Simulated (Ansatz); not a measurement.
**Single-point calculation, with input and output: Gd$_{5}$N$_{4}$ (part 2 of 3)**

Gd$_{5}$N$_{4}$ (slab, 9 atoms in the cell); DFT, PBE, plane waves, PAW, spin-polarised (Ansatz 0.2.0); cutoff 420 eV, 12×12×1 k-mesh, Gaussian smearing of 0.1 eV, collinear spins.  The settings are looser than a standard set-up, so the numbers are not reference values.

Geometry of the input (Å; fractional positions):
```
3.5245  0.0000  0.0000
-1.7623  3.0523  0.0000
0.0000  0.0000  26.5110
Gd 0.3333  0.6667  0.2877
N  0.6667  0.3333  0.3326
Gd 0.0000  0.0000  0.3941
N  0.3333  0.6667  0.4446
Gd 0.6667  0.3333  0.5000
N  0.0000  0.0000  0.5554
Gd 0.3333  0.6667  0.6059
N  0.6667  0.3333  0.6674
Gd 0.0000  0.0000  0.7123
```

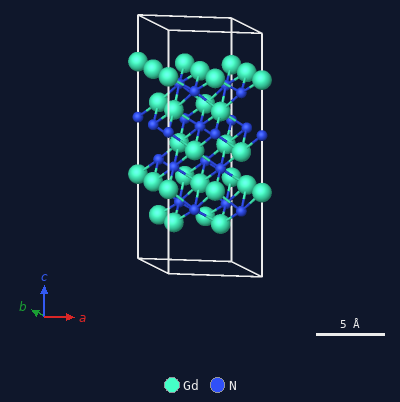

Figure 1. The structure (ball-and-stick view of the 2 × 2 repeat of the cell, with the vacuum cut short, seen slightly off an axis).

## Output, continued
```
SCF iter   1: F=—  HF=-48211.556573 eV  |F-HF|=—  |Δ(HF+E_count)|=         —  Δρ=2.22e-1 (↑1.65e-1 ↓2.22e-1)  dr2=1.17e2  dr2_m=9.02e1  M=36.928 μB ∫|m|=37.693 μB  β_m=1.00  ethr=3.10e-3  p=0.000 e·Å  D=4.13e-14 V/Å  ΔV_dip=-0.00 eV  dr2_dipole=3.94e-7  V_vac-E_F(+/−)=7.00/7.00 eV  ⟨swp⟩=6.5  Hψ=13460  notcnv=0  defer=3
efield: sawtooth ramp at fractional position 0.9800 (placed from the atoms, in the widest stretch of the axis that holds none; the zero of the levels goes with the place), width 0.0400; the density the first Hamiltonian is built on has a dipole p = 0.000 e·Å; the dipole correction subtracts the counter field D = 4.13e-14 V/Å, which shifts the + side's vacuum level by -0.00 eV against the − side's; the planar-averaged density in the ramp window peaks in size at 1.6e-7 e/Å³
preconditioner: resta → none: no Penn estimate of ε∞ (the spectrum reads as a metal's), so the residual is mixed unfiltered; type scf.mixing.eps_inf to filter at a value of your own  [metal: Δε(μ)=0.021 eV  Ē_g=12.146 eV  σ=0.100 eV  W_gap=0.12  ℏωp=22.0 eV]
SCF iter   2: F=—  HF=-48469.319148 eV  |F-HF|=—  |Δ(HF+E_count)|=    2.58e2  Δρ=6.41e-1 (↑6.41e-1 ↓5.20e-1)  dr2=1.95e4  dr2_m=3.89e2  M=1.322 μB ∫|m|=2.866 μB  β_m=0.30  ethr=3.10e-3  p=-0.000 e·Å  D=-2.12e-4 V/Å  ΔV_dip=0.01 eV  dr2_dipole=4.26e-3  V_vac-E_F(+/−)=-4.86/-4.86 eV  ⟨swp⟩=22.4  Hψ=50947  notcnv=0  defer=495  κ⁻¹=1.0e0(r=1)
SCF iter   3: F=—  HF=-48221.980879 eV  |F-HF|=—  |Δ(HF+E_count)|=    2.47e2  Δρ=5.28e-1 (↑3.22e-1 ↓5.28e-1)  dr2=4.50e3  dr2_m=1.24e2  M=6.052 μB ∫|m|=6.204 μB  β_m=0.30  ethr=3.10e-3  p=0.001 e·Å  D=9.18e-4 V/Å  ΔV_dip=-0.02 eV  dr2_dipole=5.82e-1  V_vac-E_F(+/−)=9.37/9.42 eV  ⟨swp⟩=11.4  Hψ=28298  notcnv=0  defer=520  κ⁻¹=6.9e-3(r=2)
SCF iter   4: F=—  HF=-48218.202296 eV  |F-HF|=—  |Δ(HF+E_count)|=    3.78e0  Δρ=4.22e-1 (↑3.16e-1 ↓4.22e-1)  dr2=3.12e3  dr2_m=7.19e1  M=10.001 μB ∫|m|=11.127 μB  β_m=0.30  ethr=3.10e-3  p=-0.070 e·Å  D=-4.46e-2 V/Å  ΔV_dip=1.18 eV  dr2_dipole=5.28e1  V_vac-E_F(+/−)=15.00/13.87 eV  ⟨swp⟩=9.6  Hψ=12244  notcnv=0  defer=542  κ⁻¹=1.7e-3(r=3)
SCF iter   5: F=—  HF=-48253.824313 eV  |F-HF|=—  |Δ(HF+E_count)|=    3.56e1  Δρ=4.18e-1 (↑4.18e-1 ↓3.60e-1)  dr2=1.03e4  dr2_m=6.09e1  M=6.659 μB ∫|m|=6.839 μB  β_m=0.30  ethr=3.10e-3  p=0.296 e·Å  D=1.88e-1 V/Å  ΔV_dip=-4.98 eV  dr2_dipole=5.99e3  V_vac-E_F(+/−)=10.14/15.17 eV  ⟨swp⟩=14.9  Hψ=19608  notcnv=0  defer=525  κ⁻¹=1.1e-3(r=4)
SCF iter   6: F=—  HF=-48226.170246 eV  |F-HF|=—  |Δ(HF+E_count)|=    2.77e1  Δρ=4.02e-1 (↑3.63e-1 ↓4.02e-1)  dr2=2.95e3  dr2_m=7.15e1  M=9.298 μB ∫|m|=9.657 μB  β_m=0.30  ethr=3.10e-3  p=-0.170 e·Å  D=-1.08e-1 V/Å  ΔV_dip=2.86 eV  dr2_dipole=9.73e2  V_vac-E_F(+/−)=12.66/9.85 eV  ⟨swp⟩=10.9  Hψ=13763  notcnv=0  defer=538  κ⁻¹=6.3e-4(r=5)
SCF iter   7: F=—  HF=-48190.961169 eV  |F-HF|=—  |Δ(HF+E_count)|=    3.52e1  Δρ=2.75e-1 (↑2.60e-1 ↓2.75e-1)  dr2=3.09e1  dr2_m=1.83e2  M=32.221 μB ∫|m|=32.392 μB  β_m=1.00  ethr=3.10e-3  p=0.000 e·Å  D=2.44e-4 V/Å  ΔV_dip=-0.01 eV  dr2_dipole=6.23e0  V_vac-E_F(+/−)=10.47/10.52 eV  ⟨swp⟩=8.3  Hψ=11675  notcnv=0  defer=508  κ⁻¹=2.8e-5(r=6)
SCF iter   8: F=—  HF=-48173.586518 eV  |F-HF|=—  |Δ(HF+E_count)|=    1.74e1  Δρ=1.53e-1 (↑8.23e-2 ↓1.53e-1)  dr2=2.82e2  dr2_m=1.87e1  M=30.529 μB ∫|m|=31.336 μB  β_m=0.30  ethr=3.10e-3  p=-0.032 e·Å  D=-2.02e-2 V/Å  ΔV_dip=0.54 eV  dr2_dipole=1.27e2  V_vac-E_F(+/−)=10.20/9.71 eV  ⟨swp⟩=7.1  Hψ=9584  notcnv=0  defer=461  κ⁻¹=1.4e-5(r=7)
SCF iter   9: F=—  HF=-48191.734574 eV  |F-HF|=—  |Δ(HF+E_count)|=    1.81e1  Δρ=5.84e-2 (↑5.30e-2 ↓5.84e-2)  dr2=2.33e1  dr2_m=5.66e0  M=33.689 μB ∫|m|=34.438 μB  β_m=1.00  ethr=3.10e-3  p=0.023 e·Å  D=1.44e-2 V/Å  ΔV_dip=-0.38 eV  dr2_dipole=7.81e0  V_vac-E_F(+/−)=8.93/9.37 eV  ⟨swp⟩=6.3  Hψ=7954  notcnv=0  defer=454  κ⁻¹=1.2e-5(r=8)
SCF iter  10: F=—  HF=-48197.104889 eV  |F-HF|=—  |Δ(HF+E_count)|=    5.37e0  Δρ=3.86e-2 (↑3.86e-2 ↓2.53e-2)  dr2=2.01e1  dr2_m=1.72e0  M=34.294 μB ∫|m|=35.175 μB  β_m=1.00  ethr=3.10e-3  p=-0.034 e·Å  D=-2.18e-2 V/Å  ΔV_dip=0.58 eV  dr2_dipole=1.27e1  V_vac-E_F(+/−)=8.90/8.37 eV  ⟨swp⟩=6.2  Hψ=7877  notcnv=0  defer=417  κ⁻¹=7.6e-6(r=8)
SCF iter  11: F=—  HF=-48202.338058 eV  |F-HF|=—  |Δ(HF+E_count)|=    5.23e0  Δρ=2.54e-2 (↑2.54e-2 ↓1.76e-2)  dr2=4.52e0  dr2_m=5.16e-1  M=34.867 μB ∫|m|=35.729 μB  β_m=1.00  ethr=3.10e-3  p=0.014 e·Å  D=8.58e-3 V/Å  ΔV_dip=-0.23 eV  dr2_dipole=2.97e-2  V_vac-E_F(+/−)=8.04/8.31 eV  ⟨swp⟩=4.9  Hψ=5345  notcnv=0  defer=401  κ⁻¹=5.8e-6(r=8)
SCF iter  12: F=—  HF=-48204.999670 eV  |F-HF|=—  |Δ(HF+E_count)|=    2.66e0  Δρ=1.67e-2 (↑1.67e-2 ↓1.34e-2)  dr2=9.44e0  dr2_m=3.19e-2  M=34.882 μB ∫|m|=35.730 μB  β_m=1.20  ethr=3.10e-3  p=-0.027 e·Å  D=-1.68e-2 V/Å  ΔV_dip=0.45 eV  dr2_dipole=5.80e0  V_vac-E_F(+/−)=6.51/6.09 eV  ⟨swp⟩=4.7  Hψ=6250  notcnv=0  defer=393
Mixer restart at iter 12: flushing history
spin-set hold released at iteration 12 (site moments contracting): the magnetisation degrees of freedom join the quasi-Newton model from the next iteration; the mixer history was flushed
SCF iter  13: F=—  HF=-48481.121109 eV  |F-HF|=—  |Δ(HF+E_count)|=    2.76e2  Δρ=5.30e-1 (↑5.30e-1 ↓5.15e-1)  dr2=2.56e4  dr2_m=3.15e2  M=9.234 μB ∫|m|=9.914 μB  β_m=1.20  ethr=3.10e-3  p=1.256 e·Å  D=7.97e-1 V/Å  ΔV_dip=-21.13 eV  dr2_dipole=1.95e4  V_vac-E_F(+/−)=-2.34/18.80 eV  ⟨swp⟩=22.6  Hψ=37772  notcnv=0  defer=491  κ⁻¹=1.0e0(r=1)
SCF iter  14: F=—  HF=-48219.512868 eV  |F-HF|=—  |Δ(HF+E_count)|=    2.62e2  Δρ=3.53e-1 (↑3.53e-1 ↓3.37e-1)  dr2=2.10e3  dr2_m=1.38e2  M=19.186 μB ∫|m|=20.406 μB  β_m=1.20  ethr=3.10e-3  p=0.092 e·Å  D=5.84e-2 V/Å  ΔV_dip=-1.55 eV  dr2_dipole=1.75e2  V_vac-E_F(+/−)=6.67/8.24 eV  ⟨swp⟩=12.2  Hψ=24802  notcnv=0  defer=557  κ⁻¹=1.5e-2(r=2)
SCF iter  15: F=—  HF=-48207.021354 eV  |F-HF|=—  |Δ(HF+E_count)|=    1.25e1  Δρ=3.34e-2 (↑1.96e-2 ↓3.34e-2)  dr2=6.79e0  dr2_m=1.73e0  M=35.978 μB ∫|m|=36.736 μB  β_m=1.20  ethr=3.10e-3  p=-0.007 e·Å  D=-4.72e-3 V/Å  ΔV_dip=0.13 eV  dr2_dipole=4.85e0  V_vac-E_F(+/−)=5.07/4.97 eV  ⟨swp⟩=8.8  Hψ=12378  notcnv=0  defer=499  κ⁻¹=2.6e-5(r=3)
SCF iter  16: F=—  HF=-48206.898652 eV  |F-HF|=—  |Δ(HF+E_count)|=   1.23e-1  Δρ=1.98e-2 (↑1.37e-2 ↓1.98e-2)  dr2=1.75e0  dr2_m=6.53e-1  M=35.710 μB ∫|m|=36.482 μB  β_m=1.20  ethr=3.10e-3  p=-0.044 e·Å  D=-2.79e-2 V/Å  ΔV_dip=0.74 eV  dr2_dipole=1.47e0  V_vac-E_F(+/−)=5.45/4.73 eV  ⟨swp⟩=7.3  Hψ=7049  notcnv=0  defer=414  κ⁻¹=5.4e-6(r=4)
SCF iter  17: F=—  HF=-48207.086557 eV  |F-HF|=—  |Δ(HF+E_count)|=   1.88e-1  Δρ=1.47e-2 (↑1.28e-2 ↓1.47e-2)  dr2=1.28e0  dr2_m=4.13e-1  M=35.739 μB ∫|m|=36.506 μB  β_m=1.20  ethr=1.59e-3  p=-0.001 e·Å  D=-6.18e-4 V/Å  ΔV_dip=0.02 eV  dr2_dipole=5.96e-1  V_vac-E_F(+/−)=5.09/5.10 eV  ⟨swp⟩=4.9  Hψ=5051  notcnv=0  defer=404  κ⁻¹=5.8e-7(r=5)
SCF iter  18: F=—  HF=-48207.778700 eV  |F-HF|=—  |Δ(HF+E_count)|=   6.92e-1  Δρ=1.15e-2 (↑8.22e-3 ↓1.15e-2)  dr2=7.57e-1  dr2_m=2.17e-1  M=36.067 μB ∫|m|=36.816 μB  β_m=1.20  ethr=1.17e-3  p=-0.015 e·Å  D=-9.58e-3 V/Å  ΔV_dip=0.25 eV  dr2_dipole=4.73e-2  V_vac-E_F(+/−)=4.65/4.41 eV  ⟨swp⟩=4.1  Hψ=4288  notcnv=0  defer=401  κ⁻¹=4.9e-7(r=6)
SCF iter  19: F=—  HF=-48208.155277 eV  |F-HF|=—  |Δ(HF+E_count)|=   3.77e-1  Δρ=7.93e-3 (↑6.35e-3 ↓7.93e-3)  dr2=3.89e-1  dr2_m=1.12e-1  M=36.073 μB ∫|m|=36.812 μB  β_m=1.20  ethr=6.88e-4  p=-0.006 e·Å  D=-3.60e-3 V/Å  ΔV_dip=0.10 eV  dr2_dipole=2.75e-1  V_vac-E_F(+/−)=4.40/4.32 eV  ⟨swp⟩=4.6  Hψ=4379  notcnv=0  defer=401  κ⁻¹=2.8e-7(r=7)
SCF iter  20: F=—  HF=-48208.424720 eV  |F-HF|=—  |Δ(HF+E_count)|=   2.69e-1  Δρ=3.76e-3 (↑2.87e-3 ↓3.76e-3)  dr2=1.36e-1  dr2_m=1.98e-2  M=36.364 μB ∫|m|=37.098 μB  β_m=1.20  ethr=3.54e-4  p=-0.005 e·Å  D=-2.91e-3 V/Å  ΔV_dip=0.08 eV  dr2_dipole=2.42e-2  V_vac-E_F(+/−)=3.99/3.91 eV  ⟨swp⟩=3.0  Hψ=4619  notcnv=0  defer=400  κ⁻¹=5.2e-8(r=8)
SCF iter  21: F=—  HF=-48208.493838 eV  |F-HF|=—  |Δ(HF+E_count)|=   6.91e-2  Δρ=3.46e-3 (↑2.30e-3 ↓3.46e-3)  dr2=7.41e-2  dr2_m=1.53e-2  M=36.454 μB ∫|m|=37.194 μB  β_m=1.20  ethr=1.23e-4  p=-0.003 e·Å  D=-1.59e-3 V/Å  ΔV_dip=0.04 eV  dr2_dipole=1.47e-2  V_vac-E_F(+/−)=3.86/3.83 eV  ⟨swp⟩=2.1  Hψ=3594  notcnv=0  defer=397  κ⁻¹=3.8e-8(r=8)
SCF iter  22: F=—  HF=-48208.524852 eV  |F-HF|=—  |Δ(HF+E_count)|=   3.10e-2  Δρ=3.30e-3 (↑1.70e-3 ↓3.30e-3)  dr2=4.85e-2  dr2_m=1.25e-2  M=36.529 μB ∫|m|=37.279 μB  β_m=1.20  ethr=6.74e-5  p=0.002 e·Å  D=1.28e-3 V/Å  ΔV_dip=-0.03 eV  dr2_dipole=3.14e-3  V_vac-E_F(+/−)=3.77/3.80 eV  ⟨swp⟩=2.2  Hψ=4428  notcnv=0  defer=398  κ⁻¹=6.3e-7(r=8)
SCF iter  23: F=—  HF=-48208.537166 eV  |F-HF|=—  |Δ(HF+E_count)|=   1.23e-2  Δρ=2.46e-3 (↑1.31e-3 ↓2.46e-3)  dr2=3.35e-2  dr2_m=7.54e-3  M=36.554 μB ∫|m|=37.311 μB  β_m=1.20  ethr=4.41e-5  p=0.002 e·Å  D=1.45e-3 V/Å  ΔV_dip=-0.04 eV  dr2_dipole=1.49e-2  V_vac-E_F(+/−)=3.77/3.81 eV  ⟨swp⟩=2.0  Hψ=4038  notcnv=0  defer=397  κ⁻¹=3.2e-5(r=8)
SCF iter  24: F=—  HF=-48208.558944 eV  |F-HF|=—  |Δ(HF+E_count)|=   2.18e-2  Δρ=4.96e-4 (↑4.96e-4 ↓4.63e-4)  dr2=1.34e-2  dr2_m=3.94e-4  M=36.564 μB ∫|m|=37.319 μB  β_m=1.20  ethr=3.04e-5  p=0.001 e·Å  D=8.24e-4 V/Å  ΔV_dip=-0.02 eV  dr2_dipole=9.68e-3  V_vac-E_F(+/−)=3.68/3.70 eV  ⟨swp⟩=2.4  Hψ=5759  notcnv=0  defer=396  κ⁻¹=1.1e-4(r=8)
SCF iter  25: F=—  HF=-48208.559546 eV  |F-HF|=—  |Δ(HF+E_count)|=   6.01e-4  Δρ=2.52e-4 (↑2.52e-4 ↓1.69e-4)  dr2=3.39e-3  dr2_m=2.62e-5  M=36.544 μB ∫|m|=37.295 μB  β_m=1.20  ethr=1.22e-5  p=0.001 e·Å  D=6.06e-4 V/Å  ΔV_dip=-0.02 eV  dr2_dipole=6.80e-4  V_vac-E_F(+/−)=3.70/3.72 eV  ⟨swp⟩=2.0  Hψ=3821  notcnv=0  defer=395  κ⁻¹=3.7e-4(r=8)
SCF iter  26: F=—  HF=-48208.559149 eV  |F-HF|=—  |Δ(HF+E_count)|=   3.97e-4  Δρ=3.29e-4 (↑1.52e-4 ↓3.29e-4)  dr2=2.94e-3  dr2_m=4.56e-5  M=36.543 μB ∫|m|=37.293 μB  β_m=1.20  ethr=3.09e-6  p=0.001 e·Å  D=5.00e-4 V/Å  ΔV_dip=-0.01 eV  dr2_dipole=2.42e-3  V_vac-E_F(+/−)=3.71/3.72 eV  ⟨swp⟩=2.0  Hψ=3951  notcnv=0  defer=395  κ⁻¹=1.1e-4(r=8)
SCF iter  27: F=—  HF=-48208.559369 eV  |F-HF|=—  |Δ(HF+E_count)|=   2.20e-4  Δρ=2.86e-4 (↑1.81e-4 ↓2.86e-4)  dr2=7.36e-4  dr2_m=6.11e-5  M=36.539 μB ∫|m|=37.288 μB  β_m=1.20  ethr=2.67e-6  p=0.000 e·Å  D=2.15e-5 V/Å  ΔV_dip=-0.00 eV  dr2_dipole=6.13e-4  V_vac-E_F(+/−)=3.72/3.72 eV  ⟨swp⟩=1.2  Hψ=3004  notcnv=0  defer=395  κ⁻¹=5.0e-5(r=8)
SCF iter  28: F=—  HF=-48208.559911 eV  |F-HF|=—  |Δ(HF+E_count)|=   5.42e-4  Δρ=1.43e-4 (↑8.77e-5 ↓1.43e-4)  dr2=1.24e-4  dr2_m=7.49e-6  M=36.546 μB ∫|m|=37.295 μB  β_m=1.20  ethr=6.69e-7  p=0.000 e·Å  D=2.00e-4 V/Å  ΔV_dip=-0.01 eV  dr2_dipole=3.02e-5  V_vac-E_F(+/−)=3.72/3.73 eV  ⟨swp⟩=2.1  Hψ=4705  notcnv=0  defer=395  κ⁻¹=2.6e-4(r=8)
SCF iter  29: F=—  HF=-48208.560146 eV  |F-HF|=—  |Δ(HF+E_count)|=   2.36e-4  Δρ=4.52e-5 (↑4.52e-5 ↓4.20e-5)  dr2=8.21e-5  dr2_m=5.59e-7  M=36.550 μB ∫|m|=37.299 μB  β_m=1.20  ethr=1.12e-7  p=0.000 e·Å  D=1.83e-4 V/Å  ΔV_dip=-0.00 eV  dr2_dipole=7.03e-5  V_vac-E_F(+/−)=3.73/3.73 eV  ⟨swp⟩=2.2  Hψ=5099  notcnv=0  defer=395  κ⁻¹=1.4e-4(r=8)
SCF iter  30: F=-48208.560199 eV  HF=-48208.560191 eV  |F-HF|=7.77e-6  |Δ(HF+E_count)|=   4.46e-5  Δρ=1.97e-5 (↑1.97e-5 ↓1.95e-5)  dr2=5.70e-6  dr2_m=3.30e-8  M=36.551 μB ∫|m|=37.300 μB  ethr=7.47e-8  p=0.000 e·Å  D=9.28e-5 V/Å  ΔV_dip=-0.00 eV  dr2_dipole=1.85e-6  V_vac-E_F(+/−)=3.73/3.73 eV  ⟨swp⟩=21.9  Hψ=26320  notcnv=0
solved again in the potential of the output density, not every published eigenvalue holds within its bar: in spin ↑, 271 eigenvalues moved, the lowest at band 0; the one that moved furthest (k=0, band 85), published at 9.983 eV, moved by 0.018 eV, against a bar of 0.010 eV; in spin ↓, 249 eigenvalues moved, the lowest at band 0; the one that moved furthest (k=0, band 81), published at 10.138 eV, moved by 0.025 eV, against a bar of 0.010 eV (bands and k-points counted from 0; bands.shift_under_output_density.table_levels in the report). At each k-point, in each spin channel, the i-th published eigenvalue, in ascending order, is compared with the i-th on the output side: "moved" is said of an eigenvalue by its index, where the two differ by more than its bar. The level there was still moving when the self-consistency loop ended, or the two rows pair different levels: a move about equal to the distance to the next published one (band + 1 or band - 1 at that k-point) is a sign that the rows do. An eigenvalue that was not read stands at or over a band that did not come within the tolerance in that solve, or its shift or its bar came out as no number: whether it is settled is not known. No published value changes. The table publishes no pair of band edges (a metal's, for one, or one whose gap the smearing's tails bridge, one under two Fermi levels, one with no empty band)
SCF 1 converged in 30 iterations: F = -48208.560199 eV  dr2 = 5.70e-6
  greatest PAW one-centre occupation: 0.999 electrons in one spin orbital (limit 2), on the Gd atom at site 0 (counted from 0), in its partial waves of l = 0
```

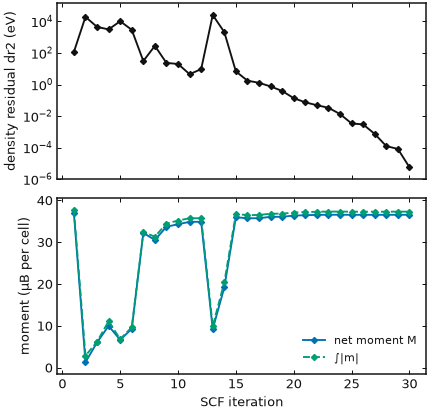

Figure 2. Convergence of the self-consistent field: density residual dr2 and magnetic moment against the SCF iteration. The residual falls unevenly and jumps up by a factor of two or more 5 times on the way down. The net moment goes from 36.9 to 36.6 μB per cell, with excursions between 1.3 and 36.9 on the way.
